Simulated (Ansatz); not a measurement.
Consider Si₉HO₁₈ (cell charge −1, with a compensating background) (cell with a defect).

The calculation's input:

```
crystal:
  lattice:
    - [-5.0200429277, 0.0, -5.5094745951]
    - [2.5100214638, 4.3474847034, -5.5094745951]
    - [2.5100214639, -4.3474847034, -5.5094745951]
  atoms:
    - { symbol: Si, position: [0.1597638956, 0.6777567139, 0.1600385218] }
    - { symbol: Si, position: [0.8213410436, 0.3524432047, 0.8272313977] }
    - { symbol: Si, position: [0.492372601, 0.014718797, 0.4970277901] }
    - { symbol: Si, position: [0.9369917117, 0.9319483843, 0.458334673] }
    - { symbol: Si, position: [0.6039450042, 0.6078482619, 0.1244165286] }
    - { symbol: Si, position: [0.2695609816, 0.2719911778, 0.7977936929] }
    - { symbol: Si, position: [0.2335678628, 0.7192339068, 0.7180975868] }
    - { symbol: Si, position: [0.9050890359, 0.3780853491, 0.3798788691] }
    - { symbol: Si, position: [0.566581841, 0.0520965206, 0.0538387666] }
    - { symbol: O, position: [0.3703700103, 0.6271697662, 0.2098220416] }
    - { symbol: O, position: [0.0326817979, 0.3053496192, 0.8787286334] }
    - { symbol: O, position: [0.7039060347, 0.9536316774, 0.5475732698] }
    - { symbol: O, position: [0.5108599228, 0.1027420155, 0.2644685024] }
    - { symbol: O, position: [0.1838683137, 0.7583002271, 0.9254064051] }
    - { symbol: O, position: [0.8457729274, 0.4300286382, 0.5908289437] }
    - { symbol: O, position: [0.6534231968, 0.8189727029, 0.0725497982] }
    - { symbol: O, position: [0.3283475401, 0.4792900526, 0.7357780637] }
    - { symbol: O, position: [0.9819358104, 0.143059875, 0.3980295365] }
    - { symbol: O, position: [0.4072828442, 0.8213783953, 0.5675023027] }
    - { symbol: O, position: [0.0791522674, 0.4809983015, 0.2362350363] }
    - { symbol: O, position: [0.7344711129, 0.1681406824, 0.9040584461] }
    - { symbol: O, position: [0.0509630504, 0.7765148306, 0.6249480706] }
    - { symbol: O, position: [0.7132064239, 0.4567827758, 0.2911529918] }
    - { symbol: O, position: [0.3712592036, 0.1236243612, 0.971043907] }
    - { symbol: O, position: [0.007307125, 0.8476357166, 0.2643048178] }
    - { symbol: O, position: [0.6773921082, 0.5285247633, 0.9268632479] }
    - { symbol: O, position: [0.3494261501, 0.1793890304, 0.6100406538] }
    - { symbol: H, position: [0.0534300513, 0.05858759, 0.7149848286] }
  host:
    lattice:
      - [5.0200429277, 0.0, 0.0]
      - [-2.5100214639, 4.3474847034, 0.0]
      - [0.0, 0.0, 5.5094745951]
    atoms:
      - { symbol: Si, position: [0.5234748556, 0.5234748556, 0.0] }
      - { symbol: Si, position: [0.0, 0.4765251444, 0.6666666667] }
      - { symbol: Si, position: [0.4765251444, 0.0, 0.3333333333] }
      - { symbol: O, position: [0.2557642095, 0.4144596226, 0.7945742521] }
      - { symbol: O, position: [0.5855403774, 0.841304587, 0.1279075854] }
      - { symbol: O, position: [0.158695413, 0.7442357905, 0.4612409188] }
      - { symbol: O, position: [0.4144596226, 0.2557642095, 0.2054257479] }
      - { symbol: O, position: [0.7442357905, 0.158695413, 0.5387590812] }
      - { symbol: O, position: [0.841304587, 0.5855403774, 0.8720924146] }
total_charge: -1
basis:
  ecutwfc: 420
  xc_grid: 2
kpoints:
  mp_grid: { grid: [2, 2, 2], shift: [0.5, 0.5, 0.5] }
hamiltonian:
  xc: pbe
scf:
  occupations: { method: gaussian, width: 0.01 }
output:
  forces: true
  stress: false
  eigenvalues: true
  charged_corrections:
    defect_position: [0.05555556, 0.05555556, 0.72222222]
    epsilon: [[4.5605, 0.0, 0.0], [0.0, 4.5605, 0.0], [0.0, 0.0, 4.7897]]
  write_density: true
  write_potential: true
  elf: true
  volumetric_format: npy
relax:
  adjacent_minimum: "off"
  f_tol: 0.025
  max_steps: 45
```

Launched as:

```sh
ansatz run input.yaml --threads 4 --pin off --max-ram 10240MiB --backend cpu --events-out ev --progress --plain --runs-dir out
```

The fields are those of the run's last geometry, not of the input's.

The calculation used DFT PBE, scalar-relativistic, plane waves, PAW (Ansatz).

**What will maps of the valence pseudo-density and electron localisation function show?**

Si–O (1.61 Å): ρ at the midpoint is about 1.3 e/Å³; the ELF peaks at about 0.85 between the atoms: a polar covalent bond.
Si–O (1.62 Å): ρ is about 1.2 e/Å³ halfway; the ELF peaks at about 0.85 between the atoms (a short, strongly polar bond).

**Does the calculation give a band gap?**

It is gapped, with a Kohn–Sham gap of 4.7 eV on the k-point mesh (the band edges may lie off the mesh, which would make the gap smaller).

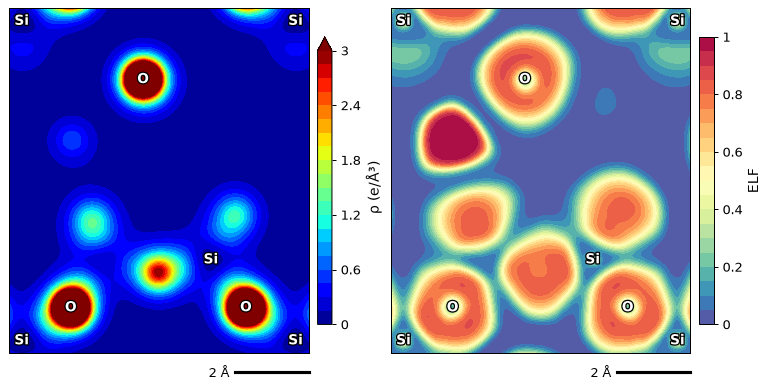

Computed valence pseudo-density and electron localisation function on the (011) plane of the calculation cell, in this order. Atoms just off the plane (Si, 0.4 Å away, O, 0.5 Å away and H, 0.4 Å away) can leave unmarked features too.

The density is the valence pseudo-density of a PAW calculation; it isn't the true density close to the nuclei.
